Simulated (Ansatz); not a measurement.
## Geometry relaxation, with input and output: Ta12S (part 1 of 2)

- system: Ta12S (slab, 13 atoms in the cell)
- method: DFT PBE, scalar-relativistic, plane waves, PAW, PAW set soft_1, no spin polarisation (Ansatz 0.2.0)

The structure derives from an entry of the Crystallography Open Database. The input holds or restrains some coordinates.

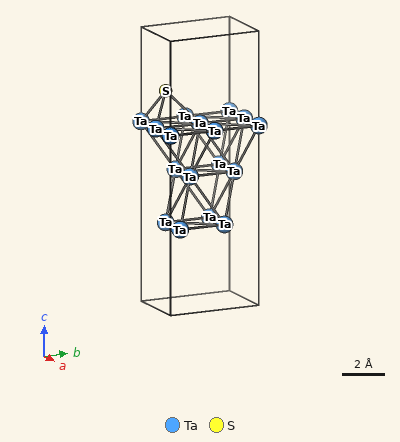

Figure 1. The starting structure (ball-and-stick view of the cell of the calculation, with the vacuum cut short, seen slightly off an axis).

Input:
```yaml
crystal:
  lattice:
    - [5.9723607034, 0.0, 0.0]
    - [-2.9861803517, 5.1722160897, 0.0]
    - [0.0, 0.0, 20.3075820724]
  atoms:
    - { symbol: Ta, position: [0.3333333333, 0.1666666667, 0.1969707662] }
    - { symbol: Ta, position: [0.3333333333, 0.6666666667, 0.1969707662] }
    - { symbol: Ta, position: [0.8333333333, 0.1666666667, 0.1969707662] }
    - { symbol: Ta, position: [0.8333333333, 0.6666666667, 0.1969707662] }
    - { symbol: Ta, position: [0.1666666667, 0.3333333333, 0.3153261433] }
    - { symbol: Ta, position: [0.1666666667, 0.8333333333, 0.3153261433] }
    - { symbol: Ta, position: [0.6666666667, 0.3333333333, 0.3153261433] }
    - { symbol: Ta, position: [0.6666666667, 0.8333333333, 0.3153261433] }
    - { symbol: Ta, position: [0.0, 0.0, 0.4337090472] }
    - { symbol: Ta, position: [0.0, 0.5, 0.4337090472] }
    - { symbol: Ta, position: [0.5, 0.0, 0.4337090472] }
    - { symbol: Ta, position: [0.5, 0.5, 0.4337090472] }
    - { symbol: S, position: [0.3333333333, 0.1666666667, 0.5154519152] }
basis:
  ecutwfc: 420
kpoints:
  mp_grid: { grid: [6, 6, 1] }
hamiltonian:
  xc: pbe
  pseudopotentials: { kind: paw, azcp: { folder: soft_1 } }
scf:
  occupations: { method: gaussian, width: 0.1 }
output:
  forces: true
  eigenvalues: true
relax:
  adjacent_minimum: "off"
  f_tol: 0.025
  max_steps: 16
  constraints:
    - { sites: [0, 1, 2, 3, 4, 5, 6, 7, 8, 9, 10, 11] }
    - { sites: [12], fix: xy }
efield:
  axis: 3
  dipole_correction: true
  ramp_width: 0.04
```

Run on 4 threads of Arm Neoverse N1, 98 GiB of memory available, shared host.

Launch command:
```bash
ansatz run input.yaml --threads 4 --pin off --max-ram 12288MiB --backend cpu --events-out ev --progress --plain --runs-dir out
```

Log:
```
Engine: ansatz 0.2.0, aarch64-unknown-linux-gnu
Pseudopotentials: kind: paw
Pseudopotential: Ta, paw, valence charge 13, recommended cutoff 420 eV (normal), [file]
Pseudopotential: S, paw, valence charge 6, recommended cutoff 420 eV (normal), [file]
Functional definition: PBE
  parameter kappa = 0.804
  parameter beta = 0.06672455060314922
  exchange = pbe_x(kappa = kappa, mu = beta*pi^2/3)
  correlation = pbe_c(beta = beta)
Crystal: 13 atoms, lattice volume = 627.308 Å³
Basis set: ecut = 420 eV, 12187 PW (Γ), exchange–correlation on 80×80×288 points (8 copies of the dense FFT grid, shifted against one another)
Bands: 98, of which v1, the nominal top of the filled ones, is band 81 counted from 1 (80 counted from 0)
Symmetry: 6 space group operations
Space group: P3m1 (ITA 156), of the structure as read, at distance tolerance 8.6e-5 Å
k-points: 7 of 36 (time reversal used)
Non-local potential: Ta, projectors of the file, l = 0: 3, l = 1: 2, l = 2: 2, l = 3: 1
Non-local potential: S, projectors of the file, l = 0: 2, l = 1: 2, l = 2: 1
PAW form: soft (Blöchl's): semilocal exchange-correlation on the pseudo side does not see the compensation charge
PAW one-centre angular grid: Ta, 590 points (default); XC on 64 Gauss nodes
PAW one-centre angular grid: S, 110 points (default); XC on 64 Gauss nodes
Initial density: superposition of atomic densities (neutral atoms: chi_scale 0, normalization atom)
Initial wavefunctions: pseudopotential atomic-orbital guess
Functional: x = pbe(κ = 0.804, μ = 0.2195149727645171), c = pbe(β = 0.06672455060314922)
SCF iter   1: F=—  HF=-120098.934713 eV  |F-HF|=—  |Δ(HF+E_count)|=         —  Δρ=3.76e-2  dr2=7.20e1  ethr=3.10e-3  p=-0.000 e·Å  D=-3.80e-6 V/Å  ΔV_dip=0.00 eV  dr2_dipole=2.43e0  V_vac-E_F(+/−)=6.95/6.95 eV  ⟨swp⟩=9.7  Hψ=3389  notcnv=0
efield: sawtooth ramp at fractional position 0.8362 (placed from the atoms, in the widest stretch of the axis that holds none; the zero of the levels goes with the place), width 0.0400; the density the first Hamiltonian is built on has a dipole p = -0.000 e·Å; the dipole correction subtracts the counter field D = -3.80e-6 V/Å, which shifts the + side's vacuum level by +0.00 eV against the − side's; the planar-averaged density in the ramp window peaks in size at 5.2e-6 e/Å³
preconditioner: auto → LDOS  [metal: Δε(μ)=0.013 eV  Ē_g=4.135 eV  σ=0.100 eV  W_gap=0.07  n_scr=98 (ndim 8)  ℏωp=12.0 eV  f_vac=0.521  D(μ)=11.78/eV (n_scr^D=64)  β→1.0]
SCF iter   2: F=—  HF=-120096.803729 eV  |F-HF|=—  |Δ(HF+E_count)|=    2.13e0  Δρ=3.15e-2  dr2=6.60e1  ethr=3.10e-3  p=0.089 e·Å  D=2.56e-2 V/Å  ΔV_dip=-0.52 eV  dr2_dipole=7.78e-4  V_vac-E_F(+/−)=2.49/3.01 eV  ⟨swp⟩=4.4  Hψ=1744  notcnv=0  defer=35
SCF iter   3: F=—  HF=-120092.259536 eV  |F-HF|=—  |Δ(HF+E_count)|=    4.54e0  Δρ=7.08e-3  dr2=1.09e0  ethr=3.10e-3  p=0.010 e·Å  D=3.03e-3 V/Å  ΔV_dip=-0.06 eV  dr2_dipole=2.03e-1  V_vac-E_F(+/−)=4.98/5.05 eV  ⟨swp⟩=4.0  Hψ=1574  notcnv=0  defer=47
SCF iter   4: F=—  HF=-120092.223804 eV  |F-HF|=—  |Δ(HF+E_count)|=   3.57e-2  Δρ=2.69e-3  dr2=1.56e-1  ethr=6.74e-4  p=0.016 e·Å  D=4.49e-3 V/Å  ΔV_dip=-0.09 eV  dr2_dipole=4.19e-2  V_vac-E_F(+/−)=4.71/4.80 eV  ⟨swp⟩=2.9  Hψ=1010  notcnv=0  defer=37
SCF iter   5: F=—  HF=-120092.229135 eV  |F-HF|=—  |Δ(HF+E_count)|=   5.33e-3  Δρ=9.90e-4  dr2=7.77e-3  ethr=9.61e-5  p=0.012 e·Å  D=3.44e-3 V/Å  ΔV_dip=-0.07 eV  dr2_dipole=7.78e-6  V_vac-E_F(+/−)=4.63/4.70 eV  ⟨swp⟩=2.3  Hψ=883  notcnv=0  defer=37
SCF iter   6: F=—  HF=-120092.229315 eV  |F-HF|=—  |Δ(HF+E_count)|=   1.79e-4  Δρ=3.74e-4  dr2=1.35e-3  ethr=4.80e-6  p=0.010 e·Å  D=2.79e-3 V/Å  ΔV_dip=-0.06 eV  dr2_dipole=5.35e-4  V_vac-E_F(+/−)=4.62/4.68 eV  ⟨swp⟩=2.9  Hψ=1397  notcnv=0  defer=37
SCF iter   7: F=—  HF=-120092.229718 eV  |F-HF|=—  |Δ(HF+E_count)|=   4.03e-4  Δρ=1.87e-4  dr2=4.02e-4  ethr=8.33e-7  p=0.006 e·Å  D=1.65e-3 V/Å  ΔV_dip=-0.03 eV  dr2_dipole=3.61e-5  V_vac-E_F(+/−)=4.62/4.66 eV  ⟨swp⟩=2.7  Hψ=1262  notcnv=0  defer=37
SCF iter   8: F=—  HF=-120092.229734 eV  |F-HF|=—  |Δ(HF+E_count)|=   1.62e-5  Δρ=6.16e-5  dr2=5.29e-5  ethr=2.48e-7  p=0.005 e·Å  D=1.45e-3 V/Å  ΔV_dip=-0.03 eV  dr2_dipole=9.10e-6  V_vac-E_F(+/−)=4.62/4.65 eV  ⟨swp⟩=2.0  Hψ=882  notcnv=0  defer=37
SCF iter   9: F=-120092.229742 eV  HF=-120092.229748 eV  |F-HF|=5.61e-6  |Δ(HF+E_count)|=   1.40e-5  Δρ=2.07e-5  dr2=7.06e-6  ethr=9.65e-9  p=0.004 e·Å  D=1.23e-3 V/Å  ΔV_dip=-0.02 eV  dr2_dipole=2.15e-6  V_vac-E_F(+/−)=4.62/4.64 eV  ⟨swp⟩=18.7  Hψ=3513  notcnv=0
SCF 1 converged in 9 iterations: F = -120092.229742 eV  dr2 = 7.06e-6
  greatest PAW one-centre occupation: 0.999 electrons in one spin orbital (limit 2), on the Ta atom at site 4 (counted from 0), in its partial waves of l = 0
relax step   1: F+E_penalty+E_count = -120092.22974215 eV  Δ(F+E_penalty+E_count) = +0.000e0 eV  max|allowed force component| = 1.044e0 eV/Å  Δτ_max = 0.0000 Å  (9 SCF iters, dr2 threshold 1.56e-5 eV, accepted)
Initial density: handed on by an earlier stage of this run
Initial wavefunctions: those handed on with the density
iter 1 solved again at ethr=4.21e-5 eV; its pass at ethr=3.10e-3 eV (dr2=6.82e-2 eV) is discarded
SCF iter   1: F=—  HF=-120092.273267 eV  |F-HF|=—  |Δ(HF+E_count)|=         —  Δρ=1.45e-3  dr2=6.06e-2  ethr=4.21e-5  p=0.004 e·Å  D=1.23e-3 V/Å  ΔV_dip=-0.02 eV  dr2_dipole=5.89e-3  V_vac-E_F(+/−)=4.61/4.64 eV  ⟨swp⟩=2.1  Hψ=1984  notcnv=0  defer=37
efield: sawtooth ramp at fractional position 0.8362 (handed on by an earlier solve), width 0.0400; the density the first Hamiltonian is built on has a dipole p = 0.004 e·Å; the dipole correction subtracts the counter field D = 1.23e-3 V/Å, which shifts the + side's vacuum level by -0.02 eV against the − side's; the planar-averaged density in the ramp window peaks in size at 6.9e-6 e/Å³
preconditioner: auto → LDOS  [metal: Δε(μ)=0.020 eV  Ē_g=3.778 eV  σ=0.100 eV  W_gap=0.11  n_scr=98 (ndim 8)  ℏωp=12.0 eV  f_vac=0.530  D(μ)=20.76/eV (n_scr^D=152)  β→1.0]
SCF iter   2: F=—  HF=-120092.270557 eV  |F-HF|=—  |Δ(HF+E_count)|=   2.71e-3  Δρ=1.02e-3  dr2=1.40e-2  ethr=3.74e-5  p=-0.014 e·Å  D=-3.99e-3 V/Å  ΔV_dip=0.08 eV  dr2_dipole=4.68e-4  V_vac-E_F(+/−)=4.72/4.64 eV  ⟨swp⟩=3.0  Hψ=885  notcnv=0  defer=37
SCF iter   3: F=—  HF=-120092.267547 eV  |F-HF|=—  |Δ(HF+E_count)|=   3.01e-3  Δρ=2.48e-4  dr2=1.22e-3  ethr=8.64e-6  p=-0.005 e·Å  D=-1.56e-3 V/Å  ΔV_dip=0.03 eV  dr2_dipole=4.79e-6  V_vac-E_F(+/−)=4.67/4.64 eV  ⟨swp⟩=3.1  Hψ=1075  notcnv=0  defer=37
SCF iter   4: F=—  HF=-120092.267329 eV  |F-HF|=—  |Δ(HF+E_count)|=   2.18e-4  Δρ=5.76e-5  dr2=6.33e-5  ethr=7.50e-7  p=-0.007 e·Å  D=-2.10e-3 V/Å  ΔV_dip=0.04 eV  dr2_dipole=2.28e-6  V_vac-E_F(+/−)=4.68/4.64 eV  ⟨swp⟩=2.9  Hψ=1008  notcnv=0  defer=37
SCF iter   5: F=-120092.267334 eV  HF=-120092.267333 eV  |F-HF|=2.87e-7  |Δ(HF+E_count)|=   4.50e-6  Δρ=1.94e-5  dr2=4.09e-6  ethr=3.91e-8  p=-0.008 e·Å  D=-2.22e-3 V/Å  ΔV_dip=0.05 eV  dr2_dipole=2.12e-8  V_vac-E_F(+/−)=4.69/4.64 eV  ⟨swp⟩=15.9  Hψ=3078  notcnv=0
SCF 2 converged in 5 iterations: F = -120092.267334 eV  dr2 = 4.09e-6
  greatest PAW one-centre occupation: 0.999 electrons in one spin orbital (limit 2), on the Ta atom at site 7 (counted from 0), in its partial waves of l = 0
relax step   2: F+E_penalty+E_count = -120092.26733377 eV  Δ(F+E_penalty+E_count) = -3.759e-2 eV  max|allowed force component| = 5.459e-2 eV/Å  Δτ_max = 0.0698 Å  (5 SCF iters, dr2 threshold 6.81e-5 eV, accepted)
SCF iter   1: F=—  HF=-120092.266935 eV  |F-HF|=—  |Δ(HF+E_count)|=         —  Δρ=9.05e-5  dr2=2.45e-4  ethr=1.36e-6  p=-0.008 e·Å  D=-2.22e-3 V/Å  ΔV_dip=0.05 eV  dr2_dipole=1.89e-5  V_vac-E_F(+/−)=4.69/4.64 eV  ⟨swp⟩=2.4  Hψ=1079  notcnv=0
efield: sawtooth ramp at fractional position 0.8362 (handed on by an earlier solve), width 0.0400; the density the first Hamiltonian is built on has a dipole p = -0.008 e·Å; the dipole correction subtracts the counter field D = -2.22e-3 V/Å, which shifts the + side's vacuum level by +0.05 eV against the − side's; the planar-averaged density in the ramp window peaks in size at 6.8e-6 e/Å³
preconditioner: auto → LDOS  [metal: Δε(μ)=0.034 eV  Ē_g=3.771 eV  σ=0.100 eV  W_gap=0.19  n_scr=98 (ndim 8)  ℏωp=12.0 eV  f_vac=0.530  D(μ)=20.98/eV (n_scr^D=164)  β→1.0]
SCF iter   2: F=—  HF=-120092.266903 eV  |F-HF|=—  |Δ(HF+E_count)|=   3.28e-5  Δρ=6.31e-5  dr2=5.31e-5  ethr=1.51e-7  p=-0.009 e·Å  D=-2.58e-3 V/Å  ΔV_dip=0.05 eV  dr2_dipole=2.15e-6  V_vac-E_F(+/−)=4.69/4.64 eV  ⟨swp⟩=3.0  Hψ=1112  notcnv=0
SCF iter   3: F=—  HF=-120092.267445 eV  |F-HF|=—  |Δ(HF+E_count)|=   5.42e-4  Δρ=1.83e-5  dr2=6.36e-6  ethr=3.28e-8  p=-0.008 e·Å  D=-2.43e-3 V/Å  ΔV_dip=0.05 eV  dr2_dipole=6.04e-9  V_vac-E_F(+/−)=4.69/4.64 eV  ⟨swp⟩=3.1  Hψ=1175  notcnv=0
SCF iter   4: F=—  HF=-120092.267444 eV  |F-HF|=—  |Δ(HF+E_count)|=   4.61e-7  Δρ=5.07e-6  dr2=4.56e-7  ethr=3.93e-9  p=-0.009 e·Å  D=-2.47e-3 V/Å  ΔV_dip=0.05 eV  dr2_dipole=5.40e-9  V_vac-E_F(+/−)=4.69/4.64 eV  ⟨swp⟩=2.3  Hψ=917  notcnv=0
SCF iter   5: F=-120092.267444 eV  HF=-120092.267444 eV  |F-HF|=9.69e-9  |Δ(HF+E_count)|=   1.62e-7  Δρ=1.40e-6  dr2=2.81e-8  ethr=6.17e-11  p=-0.009 e·Å  D=-2.48e-3 V/Å  ΔV_dip=0.05 eV  dr2_dipole=8.52e-11  V_vac-E_F(+/−)=4.69/4.64 eV  ⟨swp⟩=11.9  Hψ=2948  notcnv=0
SCF 3 converged in 5 iterations: F = -120092.267444 eV  dr2 = 2.81e-8
relax step   3: F+E_penalty+E_count = -120092.26744430 eV  Δ(F+E_penalty+E_count) = -1.105e-4 eV  max|allowed force component| = 1.923e-3 eV/Å  Δτ_max = 0.0042 Å  (5 SCF iters, accepted)
```

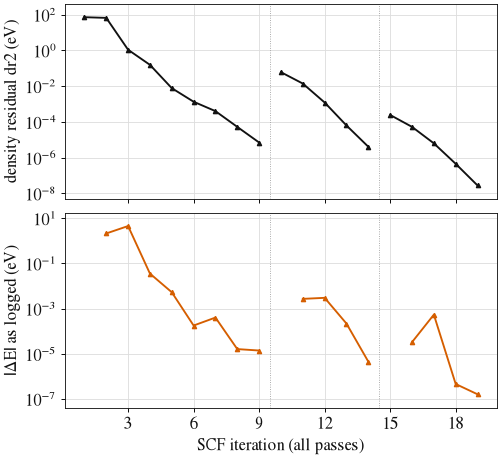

Figure 2. Convergence of the self-consistent field: density residual dr2 and size of the energy change against the SCF iteration. The dotted lines part the SCF passes of the relaxation: geometry steps, rejected trials and re-solves on a re-selected basis. The passes take 9, 5 and 5 iterations.
